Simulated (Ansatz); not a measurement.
Band-structure calculation of KMgF3

KMgF3 (5 atoms in the cell), computed with DFT, r2SCAN, plane waves, PAW, no spin polarisation (Ansatz 0.2.0).

The structure derives from an entry of the Crystallography Open Database. The geometry comes from this level: r2SCAN (a point of a series of strains).

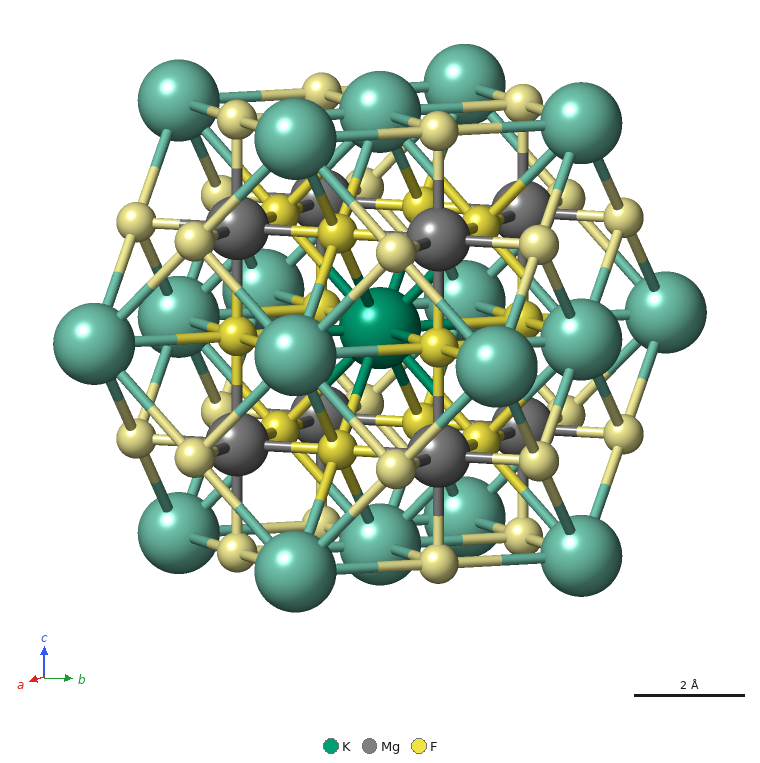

Figure 1. The structure as given in the input (ball-and-stick view of the cell of the calculation, seen slightly off an axis; neighbours outside the cell are drawn fainter). An atom can appear more than once, as a periodic image.

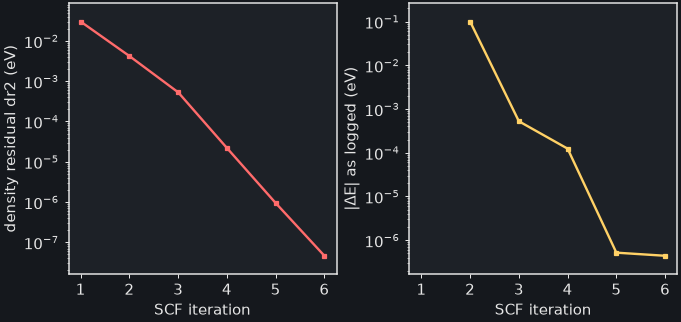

Figure 2. Convergence of the self-consistent field: density residual dr2 and size of the energy change against the SCF iteration. The residual falls at every step.

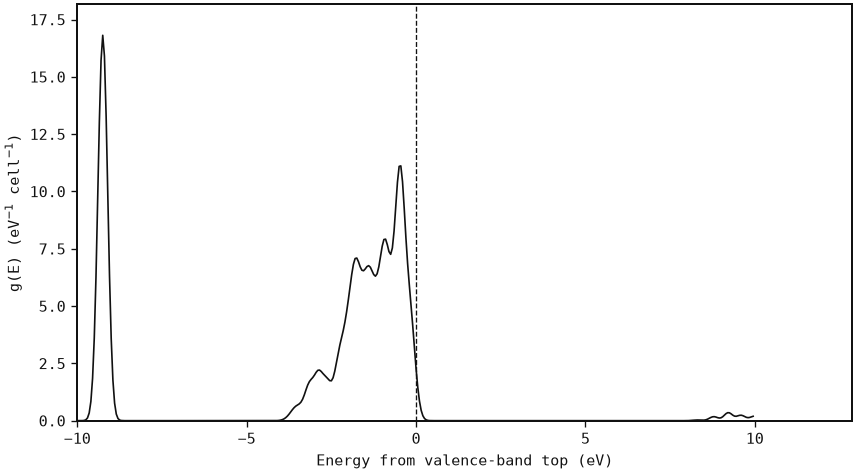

Figure 3. Density of states (the curve is built from the levels of the k mesh with Gaussians 0.3 eV wide, which also blur the band edges), with energies from the valence-band top. There is a gap of 8.30 eV on the k-point mesh. Small ripples come from the finite k-point mesh.

These pictures come from the run below.

### The input
```yaml
crystal:
  lattice:
    - [3.9802355751, 0.0, 0.0]
    - [0.0, 3.9802355751, 0.0]
    - [0.0, 0.0, 3.9802355751]
  atoms:
    - { symbol: K, position: [0.5, 0.5, 0.5] }
    - { symbol: Mg, position: [0.0, 0.0, 0.0] }
    - { symbol: F, position: [0.5, 0.0, 0.0] }
    - { symbol: F, position: [0.0, 0.5, 0.0] }
    - { symbol: F, position: [0.0, 0.0, 0.5] }
kpoints:
  mp_grid: { grid: [6, 6, 6] }
  band_path:
    path: [[0.0, 0.0, 0.0], [0.0, 0.5, 0.0], [0.5, 0.5, 0.0], [0.5, 0.5, 0.5]]
    npoints: 1
hamiltonian:
  xc: r2scan
scf:
  occupations: { method: fixed }
  n_extra_bands: 5
output:
  forces: true
  stress: true
  eigenvalues: true
```

Command:
```bash
ansatz run input.yaml --threads 4 --pin off --max-ram 4608MiB --backend cpu --events-out ev --progress --plain --runs-dir out
```

### Output
```
scf.n_extra_bands = 5 over 20 filled bands (N_el = 40.0): the run solves 25 bands
Engine: ansatz 0.2.0, aarch64-unknown-linux-gnu
Pseudopotentials: kind: paw
Pseudopotential: K, paw, valence charge 9, recommended cutoff 500 eV (meta_gga), K.paw.azcp
Pseudopotential: Mg, paw, valence charge 10, recommended cutoff 500 eV (meta_gga), Mg.paw.azcp
Pseudopotential: F, paw, valence charge 7, recommended cutoff 500 eV (meta_gga), F.paw.azcp
Functional definition: r2SCAN
  parameter k0 = 0.174
  parameter k1 = 0.065
  parameter a1 = 4.9479
  exchange = r2scan_x(k0 = k0, k1 = k1, a1 = a1)
  correlation = r2scan_c
Crystal: 5 atoms, lattice volume = 63.056 Å³
Basis set: ecut = 500 eV, 1575 PW (Γ), exchange–correlation on 120×120×120 points (64 copies of the dense FFT grid, shifted against one another)
Bands: 25, of which v1, the nominal top of the filled ones, is band 20 counted from 1 (19 counted from 0)
Symmetry: 48 space group operations
Space group: Pm-3m (ITA 221), of the structure as read, at distance tolerance 4.0e-5 Å
k-points: 20 of 216
Non-local potential: K, projectors of the file, l = 0: 3, l = 1: 2, l = 2: 2
Non-local potential: Mg, projectors of the file, l = 0: 3, l = 1: 2, l = 2: 1
Non-local potential: F, projectors of the file, l = 0: 2, l = 1: 2, l = 2: 1
PAW form: soft (Blöchl's): semilocal exchange-correlation on the pseudo side does not see the compensation charge
PAW frozen core: K, regenerated for the run's functional (the file was generated under x = pbe(κ = 0.804, μ = 0.2195149727645171), c = pbe(β = 0.06672455060314922))
PAW frozen core: Mg, regenerated for the run's functional (the file was generated under x = pbe(κ = 0.804, μ = 0.2195149727645171), c = pbe(β = 0.06672455060314922))
PAW frozen core: F, regenerated for the run's functional (the file was generated under x = pbe(κ = 0.804, μ = 0.2195149727645171), c = pbe(β = 0.06672455060314922))
PAW one-centre angular grid: K, 302 points (default); XC on 160 Gauss nodes
PAW one-centre angular grid: Mg, 302 points (default); XC on 224 Gauss nodes
PAW one-centre angular grid: F, 302 points (default); XC on 160 Gauss nodes
Initial density: superposition of atomic densities (neutral atoms: chi_scale 0, normalization atom), corrected by the library's trained network
Initial wavefunctions: pseudopotential atomic-orbital guess
Functional: x = r2scan, c = r2scan; τ floored in thin density (d = 2e-4 eV/Å³)
SCF iter   1: F=—  HF=-5907.239352 eV  |F-HF|=—  |Δ(HF+E_count)|=         —  Δρ=8.03e-3  dr2=3.02e-2  dr2_τ=9.91e-2  ethr=1.77e-3  ⟨swp⟩=4.3  Hψ=2139  notcnv=0  defer=34
preconditioner: auto → Resta (q_TF=auto, 2.529 Å⁻¹)  ε∞=2.6  [insulator: Δε(μ)=8.489 eV  Ē_g=20.651 eV  n_scr=18 (ndim 8)  ℏωp=26.5 eV  f_vac=0.037  ε∞_Penn≈2.6]
SCF iter   2: F=—  HF=-5907.339734 eV  |F-HF|=—  |Δ(HF+E_count)|=   1.00e-1  Δρ=3.67e-3  dr2=4.21e-3  dr2_τ=6.78e-4  ethr=7.55e-5  ⟨swp⟩=3.0  Hψ=1144  notcnv=0  defer=51
SCF iter   3: F=—  HF=-5907.339209 eV  |F-HF|=—  |Δ(HF+E_count)|=   5.25e-4  Δρ=1.13e-3  dr2=5.30e-4  dr2_τ=6.81e-5  ethr=1.05e-5  ⟨swp⟩=2.8  Hψ=777  notcnv=0  defer=54
SCF iter   4: F=—  HF=-5907.339085 eV  |F-HF|=—  |Δ(HF+E_count)|=   1.24e-4  Δρ=2.86e-4  dr2=2.20e-5  dr2_τ=4.44e-6  ethr=1.33e-6  ⟨swp⟩=2.2  Hψ=734  notcnv=0  defer=54
SCF iter   5: F=—  HF=-5907.339086 eV  |F-HF|=—  |Δ(HF+E_count)|=   5.18e-7  Δρ=4.74e-5  dr2=9.46e-7  dr2_τ=2.87e-7  ethr=5.51e-8  ⟨swp⟩=2.0  Hψ=752  notcnv=0  defer=26
SCF iter   6: F=-5907.339086 eV  HF=-5907.339086 eV  |F-HF|=6.66e-8  |Δ(HF+E_count)|=   4.40e-7  Δρ=1.21e-5  dr2=4.63e-8  dr2_τ=1.54e-8  ethr=2.50e-10  ⟨swp⟩=10.2  Hψ=2970  notcnv=0
SCF 1 converged in 6 iterations: F = -5907.339086 eV  dr2 = 4.63e-8
  greatest PAW one-centre occupation: 1.000 electrons in one spin orbital (limit 2), on the Mg atom at site 1 (counted from 0), in its partial waves of l = 0
NSCF: frozen V_eff on 4 k-points
SCF converged after 6 iterations
Free energy (F): -5907.339086 eV
Harris-Foulkes:  -5907.339086 eV  (|F-HF|=6.66e-8)
Internal energy: -5907.339086 eV  (E = F + TS)
E sigma→0 (E₀):  -5907.339086 eV
Fermi energy:    2.268959 eV
--- Per-component energies (eV) ---
  E_band       = -541.649585
  E_kinetic    = 960.718570
  E_local      = -3732.861456  (includes V_loc(G=0)·N_el)
  E_nonlocal   = 326.227792
  E_hartree    = 1360.659606
  E_xc         = -402.706691
  E_vxc        = -579.978562  (∫ρ·V_xc dr)
  E_paw        = -1693.552860  (= ΣΔE_a)
  E_vpaw       = -276.857529  (= ΣTr[D̂ρ^β])
  E_aug_tail   = 0.003340  (compensation charges beyond the density's cutoff)
  E_vtau       = 39.773191  (kinetic-family band-sum trace: ∫τ·v_τ [+ j·A + Jᵃ·Aᵃ] dr)
  E_ewald      = -2725.510821
  E_core_change = -0.316568  (= ΣΔE_core)
  E_smearing   = -0.000000  (= −TS)
  E_closure    = 0.000000  (closes the sum)
  Σ components = -5907.339086   (vs F -5907.339086, Δ=0.00e0)
--- Forces (eV/Å), atoms counted from 1 ---
  atom   1  K      0.00000000     0.00000000     0.00000000
  atom   2  Mg    -0.00000000     0.00000000     0.00000000
  atom   3  F     -0.00000000    -0.00000000    -0.00000000
  atom   4  F      0.00000000     0.00000000    -0.00000000
  atom   5  F      0.00000000     0.00000000     0.00000000
  max |Σ_I F_I| component: 3.70e-29 eV/Å
--- Stress (GPa, compression-positive) ---
        0.038197       0.000000       0.000000
        0.000000       0.038197       0.000000
        0.000000       0.000000       0.038197
  P = ⅓ Tr σ = 0.0382 GPa (0.382 kbar)
--- Band table (eV; the first three rows and the last of 20) ---
  k-point 0: bands = ["-70.8879", "-36.0066", "-36.0066", "-36.0066", "-24.2396", "-18.9758", "-18.3421", "-18.3421", "-6.9668", "-6.9668", "-6.9668", "-0.1299", "-0.1299", "-0.1299", "1.6306", "1.6306", "1.6306", "1.9546", "1.9546", "1.9546", "10.5715", "13.1332", "13.1332", "15.4420", "15.4420"]
  k-point 1: bands = ["-70.8879", "-36.0087", "-36.0066", "-36.0066", "-24.2320", "-18.9450", "-18.3736", "-18.3402", "-6.9632", "-6.9528", "-6.9528", "-0.1058", "-0.0978", "-0.0978", "1.5693", "1.5763", "1.5763", "1.7047", "1.9004", "1.9004", "11.0549", "13.3807", "13.4391", "15.5666", "15.5871"]
  k-point 2: bands = ["-70.8879", "-36.0129", "-36.0065", "-36.0065", "-24.2168", "-18.8728", "-18.4469", "-18.3362", "-6.9560", "-6.9243", "-6.9243", "-0.0281", "-0.0281", "0.0027", "1.1746", "1.4506", "1.4626", "1.4626", "1.7936", "1.7936", "12.2397", "13.9049", "13.9948", "15.8532", "15.8827"]
  k-point 19: bands = ["-70.8878", "-36.0145", "-36.0145", "-36.0145", "-24.1749", "-18.4962", "-18.4962", "-18.4962", "-7.1557", "-7.1557", "-7.1557", "-1.5727", "0.5970", "0.5970", "0.5970", "1.1603", "1.1603", "2.2690", "2.2690", "2.2690", "13.6847", "13.6847", "13.6847", "17.2007", "17.2007"]
```

### Summary

| quantity | value |
| --- | --- |
| outcome | converged |
| space group (tolerance 0.01 Å) | Pm-3m (221) |
| electrons treated | 40 |
| free energy | −5907.3391 eV |
| Fermi energy | 2.269 eV |
| gap on the k-point mesh | 8.30 eV |
| pressure | 0.04 GPa |
| largest force (length of the vector) | under 0.001 eV/Å |
| hardware | 4 threads of Arm Neoverse V2, 24 GiB of memory available, shared host |
| wall time | 1.6 s (CPU time 5.4 s) |
| peak memory | 0.44 GiB |
